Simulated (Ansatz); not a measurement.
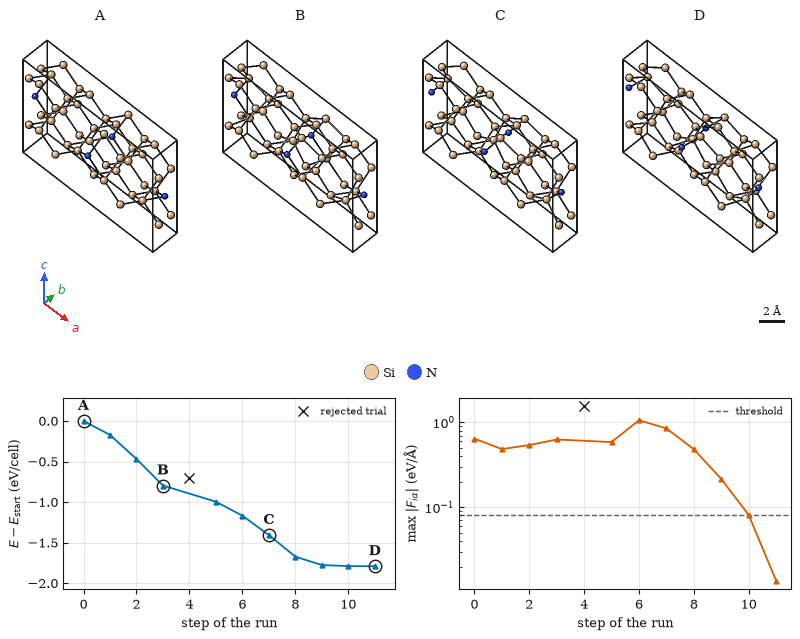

Frames of a relaxation of a defect cell of composition Si$_{16}$N, marked on the history of the run. A ball-and-stick model of the conventional cell (2 times the calculation's cell) (origin shifted), seen slightly off an axis. Lengths and directions refer to the drawn axes.

It is an interstitial N in diamond Si. The run prepares the start of a later molecular dynamics calculation, from a guessed geometry.

Theory: Ansatz, DFT LDA, scalar-relativistic, plane waves, PAW.

Input file:
```yaml
crystal:
  lattice:
    - [0.0, 5.43, 5.43]
    - [5.43, 0.0, 5.43]
    - [5.43, 5.43, 0.0]
  atoms:
    - { symbol: Si, position: [0.0, 0.0, 0.0] }
    - { symbol: Si, position: [0.125, 0.125, 0.125] }
    - { symbol: Si, position: [0.0, 0.0, 0.5] }
    - { symbol: Si, position: [0.125, 0.125, 0.625] }
    - { symbol: Si, position: [0.0, 0.5, 0.0] }
    - { symbol: Si, position: [0.125, 0.625, 0.125] }
    - { symbol: Si, position: [0.0, 0.5, 0.5] }
    - { symbol: Si, position: [0.125, 0.625, 0.625] }
    - { symbol: Si, position: [0.5, 0.0, 0.0] }
    - { symbol: Si, position: [0.625, 0.125, 0.125] }
    - { symbol: Si, position: [0.5, 0.0, 0.5] }
    - { symbol: Si, position: [0.625, 0.125, 0.625] }
    - { symbol: Si, position: [0.5, 0.5, 0.0] }
    - { symbol: Si, position: [0.625, 0.625, 0.125] }
    - { symbol: Si, position: [0.5, 0.5, 0.5] }
    - { symbol: Si, position: [0.625, 0.625, 0.625] }
    - { symbol: "N", position: [0.3739606, 0.876847, 0.86924], spin: 1.0 }
magnetization:
  spin_polarized: true
basis:
  ecutwfc: 420.0
kpoints:
  mp_grid: { grid: [2, 2, 2] }
hamiltonian:
  xc: lda
scf:
  occupations: { method: fermi_dirac, width: 0.02 }
  lower_state_search: "off"
relax:
  f_tol: 0.08
  max_steps: 25
  adjacent_minimum: "off"
```

Run as
```bash
ansatz run input.yaml --threads 1 --pin off --max-ram 3072MiB --backend cpu --events-out ev --progress --plain --runs-dir out
```

Question: Describe the path.

Answer: Over 10 accepted moves (11 points after the start) the energy falls by 1.790 eV per cell of the calculation. The largest force component goes from 0.64 to 0.014 eV/Å. The line search rejected the trial step at point 4 of the run. The atom that moves furthest is N17 (0.86 Å along [−1 0 1]). Largest moves by element: N 0.86 Å, Si 0.39 Å. The lattice vectors keep their values. Near-neighbour distances that change, for instance: Si9–N17 2.382 → 3.389 Å, Si13–N17 2.363 → 1.836 Å, Si1–N17 2.345 → 1.836 Å, Si11–N17 2.315 → 1.836 Å. Among the angles between lasting bonds that change: Si1–Si6–Si13 109.5° → 84.4°, Si4–Si1–Si6 109.5° → 128.8°, Si2–Si1–Si10 109.5° → 95.4°. The program noted that the starting moments weren't kept. The run may lie on a higher electronic state than the lowest, so the end point isn't shown to be the ground-state structure. From step 0 to 3: Si11 moves most (0.40 Å), energy −0.796 eV per cell of the calculation. From step 3 to 7: N17 moves most (0.32 Å), energy −0.610 eV per cell of the calculation. From step 7 to 11: N17 moves most (0.43 Å), energy −0.384 eV per cell of the calculation.

```csv
step,"E − E(0), meV/atom","largest force component, eV/Å",note
0,0.00,0.6446,
1,-10.11,0.4846,
2,-27.59,0.5403,
3,-46.82,0.6289,
4,-41.21,1.5408,rejected
5,-58.52,0.5860,
6,-68.65,1.0600,
7,-82.72,0.8499,
8,-98.36,0.4818,
9,-104.45,0.2152,
10,-105.21,0.0809,
11,-105.31,0.0136,
```

Limits of the set-up: the k-point mesh is coarse for a cell with partly filled bands; the periodic images lie only 7.7 Å apart, so the values are limited by the cell's size.
